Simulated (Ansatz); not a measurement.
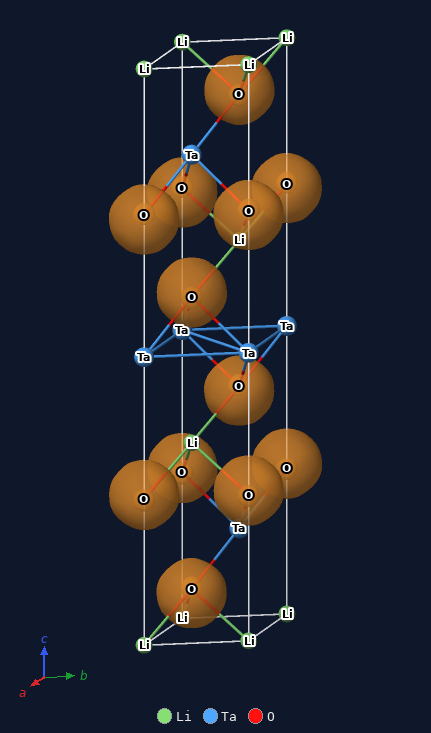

*LiTaO2. Isosurface of the ELF at 0.6 (orange), seen slightly off an axis. Only the valence region is drawn (cores and ρ < 0.01 e/Å³ removed). Sticks mark near contacts.*

Space group R-3m; started from the layered alpha-NaFeO2 prototype, which need not be the ambient phase; the program warned that a starting moment wasn't kept; spin-polarised, but the moments vanished.

Theory: DFT r2SCAN, scalar-relativistic, plane waves, PAW (Ansatz).

Core electrons are frozen (PAW), and the valence fields are smoothed inside the atomic spheres.

Input file:

```
crystal:
  lattice:
    - [1.4235887847, 0.821909368, 5.3712433749]
    - [-1.4235887847, 0.821909368, 5.3712433749]
    - [0.0, -1.6438187361, 5.3712433749]
  atoms:
    - { symbol: Li, position: [0.0, 0.0, 0.0] }
    - { symbol: Ta, position: [0.5, 0.5, 0.5], spin: 2.5 }
    - { symbol: O, position: [0.2537509476, 0.2537509476, 0.2537509476] }
    - { symbol: O, position: [0.7462490524, 0.7462490524, 0.7462490524] }
basis:
  ecutwfc: 500
kpoints:
  mp_grid: { grid: [18, 18, 18] }
hamiltonian:
  xc: r2scan
scf:
  occupations: { method: gaussian, width: 0.1 }
output:
  forces: true
  stress: true
  eigenvalues: true
  populations: true
  write_density: true
  write_potential: true
  elf: true
  volumetric_format: npy
magnetization:
  spin_polarized: true
```

Command:

```sh
ansatz run input.yaml --threads 1 --pin off --max-ram 2560MiB --backend cpu --events-out ev --progress --plain --runs-dir out
```

Below, planes, directions and counts refer to the conventional cell (a = 2.85 Å, b = 2.85 Å, c = 16.11 Å, α = 90.00°, β = 90.00°, γ = 120.00°).

Describe the localisation domains.

At this value the surface marks out six regions wrapped around O (the valence shell of each), counted in one cell of 12 atoms. Any copies at cell faces, edges or corners count once. Profiles from the grid: Li–O (2.08 Å): the ELF peaks at about 0.85 in the valence shell of O, 0.6 Å from its nucleus, and is about 0.50 at the midpoint. Ta–O (2.16 Å): the ELF peaks at about 0.80 in the valence shell of O, 0.6 Å from its nucleus, and is about 0.15 at the midpoint: no shared electron pair shows on this line.

Metal or insulator at this level of theory?

It is metallic or semimetallic at this level of theory: no gap opens; semilocal functionals without U, or without the true magnetic order, often close the gap of such compounds.
